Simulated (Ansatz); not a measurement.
```yaml
crystal:
  lattice:
    - [4.10499, 0.00000, 0.00000]
    - [0.00000, 4.10499, 0.00000]
    - [0.00000, 0.00000, 4.10499]
  atoms:
    - { symbol: Si, position: [0.00000, 0.00000, 0.50000] }
    - { symbol: Si, position: [0.50000, 0.00000, 0.00000] }
    - { symbol: Si, position: [0.00000, 0.50000, 0.00000] }
    - { symbol: N, position: [0.24032, 0.24032, 0.75968] }
    - { symbol: N, position: [0.75968, 0.75968, 0.75968] }
    - { symbol: N, position: [0.24032, 0.75968, 0.24032] }
    - { symbol: N, position: [0.75968, 0.24032, 0.24032] }
```

Space group P-43m; a generated structure, not necessarily the stable one.

The calculation used Ansatz 0.2.0, Kohn-Sham DFT of a periodic cell, PBEsol, Ansatz PAW.

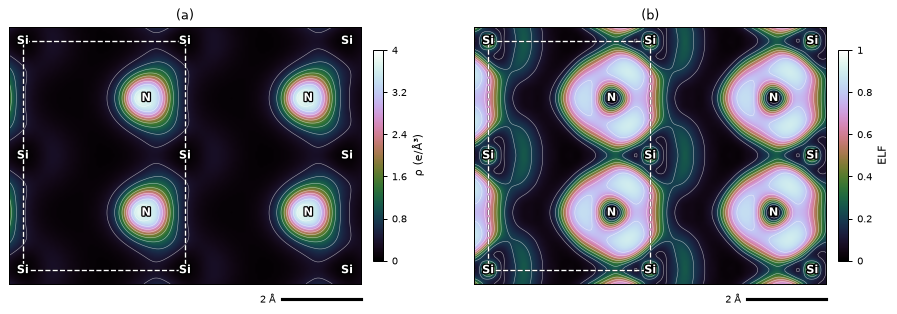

Si$_{3}$N$_{4}$. (a) valence charge density (pseudo); (b) electron localisation function on the (011) plane of the conventional cell.

Core electrons are frozen (PAW), and the valence fields are smoothed inside the atomic spheres.

> Interpret the plot.

- The plane passes through Si and N nuclei.
- Si–N (1.76 Å): the density is about 1 e/Å³ at the midpoint; the ELF peaks at about 0.90 between the atoms, as expected for a polar covalent bond.
- Between the atoms the lowest density in this plane is 0.05 e/Å³.

> Does the calculation give a band gap?

It is gapped, with a Kohn–Sham gap of 2.6 eV on the k-point mesh, an upper bound to the gap of this method.
